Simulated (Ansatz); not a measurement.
The calculation's input:

```
crystal:
  lattice:
    - [0.0, 3.1189389397, 3.1189389397]
    - [3.1189389397, 0.0, 3.1189389397]
    - [3.1189389397, 3.1189389397, 0.0]
  atoms:
    - { symbol: Al, position: [0.0, 0.0, 0.0] }
    - { symbol: As, position: [0.25, 0.25, 0.25] }
    - { symbol: As, position: [0.75, 0.75, 0.75] }
basis:
  ecutwfc: 500
kpoints:
  mp_grid: { grid: [14, 14, 14] }
hamiltonian:
  xc: r2scan
scf:
  occupations: { method: gaussian, width: 0.1 }
output:
  forces: true
  stress: true
  eigenvalues: true
  write_density: true
  write_potential: true
  elf: true
  volumetric_format: npy
relax:
  adjacent_minimum: "off"
  f_tol: 0.01
  max_steps: 80
  cell: { stress_tol: 0.05 }
```

Run with:

```sh
ansatz run input.yaml --threads 1 --pin off --max-ram 2560MiB --backend cpu --events-out ev --progress --plain --runs-dir out
```

Below, planes, directions and counts refer to the conventional cell (a = 6.24 Å, b = 6.24 Å, c = 6.24 Å, α = 90.00°, β = 90.00°, γ = 90.00°).

The fields are those of the relaxed geometry.

Space group Fm-3m; started from the fluorite_225 prototype, which need not be the ambient phase; computed without spin polarisation.

All numbers below come from DFT r2SCAN, scalar-relativistic, plane waves, PAW (Ansatz 0.2.0).

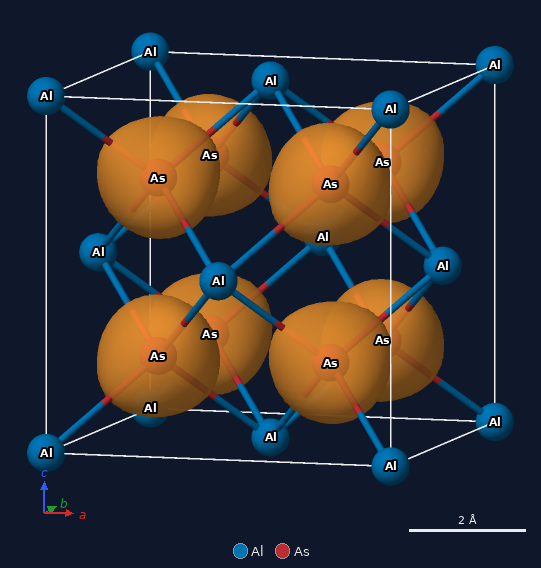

AlAs$_{2}$. Isosurface of the valence pseudo-density at 0.4 e/Å³ (orange), seen slightly off an axis. Sticks mark near contacts.

The density is the valence pseudo-density of a PAW calculation; it isn't the true density close to the nuclei.

Q: What does this surface tell about the bonding?

A: At this value the density breaks into separate islands; it holds about 75 % of the electrons treated as valence. It bridges none of the near contacts. It is pinched off along the shortest Al–As (2.70 Å) contacts. On the grid the lowest density along these lines, outside the cores, is 0.23 e/Å³ (Al–As, 2.70 Å).

Q: Does the calculation give a band gap?

A: It is gapless in this calculation (a metal or semimetal).
